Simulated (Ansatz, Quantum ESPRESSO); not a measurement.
# ZnO [001], wurtzite: pulling along c

The c axis is held at a set length while the cell relaxes sideways. How do the lateral strain and the stress follow? The strained cell has c along the load; unstrained it is a = 3.2308 Å, b = 3.2308 Å, c = 5.2153 Å, α = 90.00°, β = 90.00°, γ = 120.00°, with 4 atoms.

Calculated with Ansatz 0.2.0, PBEsol, PAW files of the set soft_1, cutoff 600 eV, Fermi–Dirac smearing 0.02 eV, k-mesh 10×10×5, no spin polarisation, no spin-orbit coupling.

Relaxed positions at 0 %:

```
atom       x       y       z
  Zn  0.3333  0.6667  0.9995
  Zn  0.6667  0.3333  0.4995
   O  0.6667  0.3333  0.1206
   O  0.3333  0.6667  0.6206
```

| ε_c (%) | a (Å) | c (Å) | ε_a (%) | σ (GPa, tension positive) |
| --- | --- | --- | --- | --- |
| −3 | 3.2640 | 5.0589 | 1.027 | −3.81 |
| −2 | 3.2530 | 5.1110 | 0.686 | −2.64 |
| −1 | 3.2418 | 5.1632 | 0.338 | −1.37 |
| 0 | 3.2308 | 5.2153 | 0.000 | 0.00 |
| 2 | 3.2093 | 5.3196 | −0.665 | 3.02 |
| 3 | 3.1989 | 5.3718 | −0.988 | 4.65 |

**Question.** Fit both responses and give the free strain and the stress at +1 %, a row left out above.

Least squares with y = y0 + y1 ε + y2 ε² (ε in %) gives ε_a = 0.001 + (−0.3364) ε + (0.0022) ε² and σ = 0.00 + (1.412) ε + (0.047) ε² GPa. The linear terms put the ratio of free to applied strain at −0.336 and the Young modulus at 141 GPa.

At +1 % the free strain comes out as −0.334 %. The run itself gives −0.333 %, so the estimate misses by 0.001 %; the fitted rows themselves lie up to 0.004 % off the law.

The stress comes out as 1.46 GPa. The run itself gives 1.47 GPa, so the estimate misses by 0.01 GPa, a rounding's worth.

The positive ε² term means that the crystal stiffens in tension.

The same fit over all rows at other levels or in other programs gives the strain ratio = −0.338 with PBEsol (Quantum ESPRESSO, GBRV).

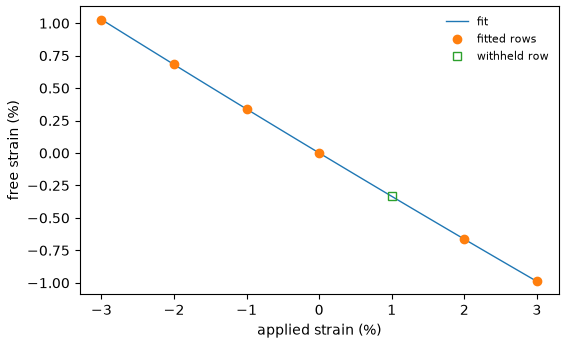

The fitted law, the rows behind it and the withheld row.

[Logs are printed without paths, hosts, clocks, repeated set-up lines and the standing remarks that a program may print on its own settings, such as how far it seeks lower states.]
